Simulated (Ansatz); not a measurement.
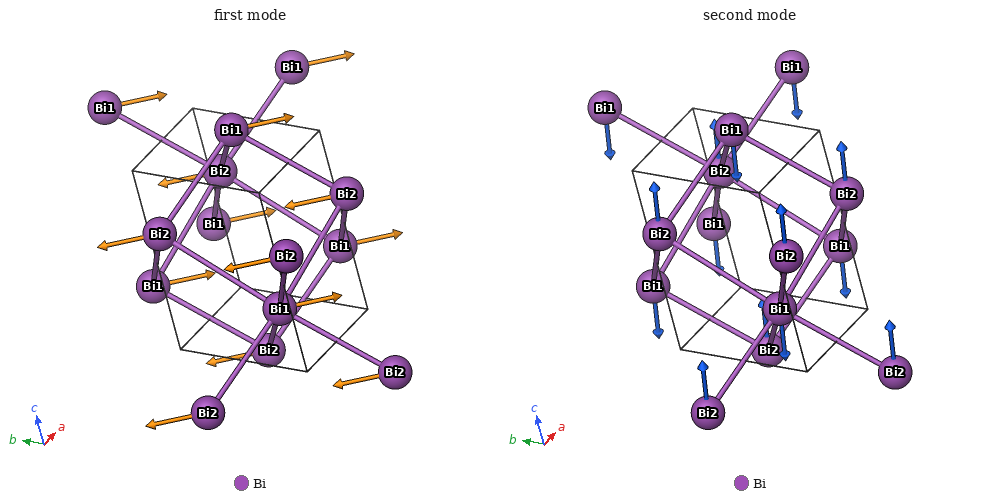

The system is Bi (R-3m, No. 166; 2 atoms in the cell); the picture shows the reference structure; its two panels give the patterns of the first and the second mode as arrows. 
- The energy is mapped over two normal modes frozen in (zone-centre modes of the 2-atom cell of this scan).
- Coordinates scanned: (1) amplitude of mode 4 (58 cm⁻¹), largest displacement; (2) amplitude of mode 5 (58 cm⁻¹), largest displacement.
- Nothing is relaxed (the cell and all other modes fixed).
- The grid has 5 × 5 points; 15 points were computed and 10 follow by symmetry.
- Points are written as (first, second).
- Energies are in eV per cell, from the lowest grid point.
- All numbers below come from DFT LDA+D3(BJ), scalar-relativistic, plane waves, PAW (Ansatz). Settings: cutoff 420 eV, k-mesh 12×12×12, gaussian smearing 0.15 eV, no spin polarisation.

Its coordinates:

```
CELL_PARAMETERS angstrom
2.22235 1.28308 3.72090
-2.22235 1.28308 3.72090
0.00000 -2.56615 3.72090
ATOMIC_POSITIONS crystal
Bi 0.23967 0.23967 0.23967
Bi 0.76033 0.76033 0.76033
```

The input of one point:

```yaml
crystal:
  lattice:
    - [2.2223520055, 1.2830755286, 3.7208970735]
    - [-2.2223520055, 1.2830755286, 3.7208970735]
    - [0.0, -2.5661510572, 3.7208970735]
  atoms:
    - { symbol: Bi, position: [0.2396688841, 0.2396688841, 0.2396688841] }
    - { symbol: Bi, position: [0.7603311159, 0.7603311159, 0.7603311159] }
basis:
  ecutwfc: 420
kpoints:
  mp_grid: { grid: [12, 12, 12] }
hamiltonian:
  xc: lda
  pseudopotentials: { kind: paw }
  dispersion: d3bj
scf:
  occupations: { method: gaussian, width: 0.15 }
output:
  forces: true
  stress: true
  eigenvalues: true
```

Range: amplitude of mode 4 (58 cm⁻¹), largest displacement from −0.343 to 0.343 Å; amplitude of mode 5 (58 cm⁻¹), largest displacement from −0.343 to 0.343 Å.

Question: What landscape does the calculation give?

Answer: The lowest grid point is at (0.000 Å, 0.000 Å). It is the only kind of minimum in the scanned range. The highest grid point, (−0.343 Å, 0.343 Å), lies 2.85 eV above the lowest.

```tsv
second ↓, first →	−0.343	−0.172	0.000	0.172	0.343
0.343	2.85	1.11	0.61	1.11	2.85
0.172	1.56	0.38	0.09	0.38	1.56
0.000	0.86	0.13	0.00	0.13	0.86
−0.172	0.82	0.27	0.15	0.27	0.82
−0.343	1.65	1.24	1.13	1.24	1.65
```

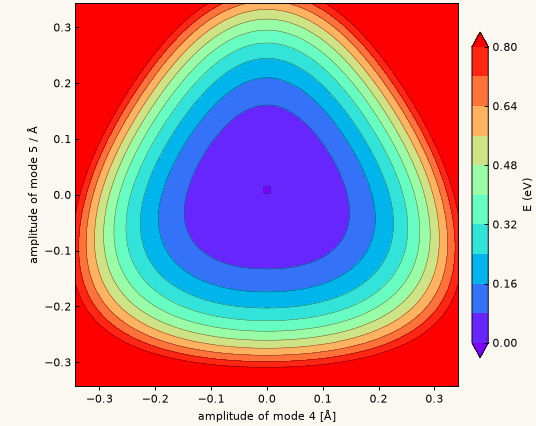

The picture shows filled contours, one colour for all values above the top of the scale. Between grid points the surface is interpolated.

Each point was launched as `ansatz run input.yaml --threads 1 --pin off --max-ram 2048MiB --backend cpu --events-out ev --progress --plain --runs-dir out`. Time for the 15 points that were run: 20 min on 1 thread of Arm Neoverse N1 (shared host).
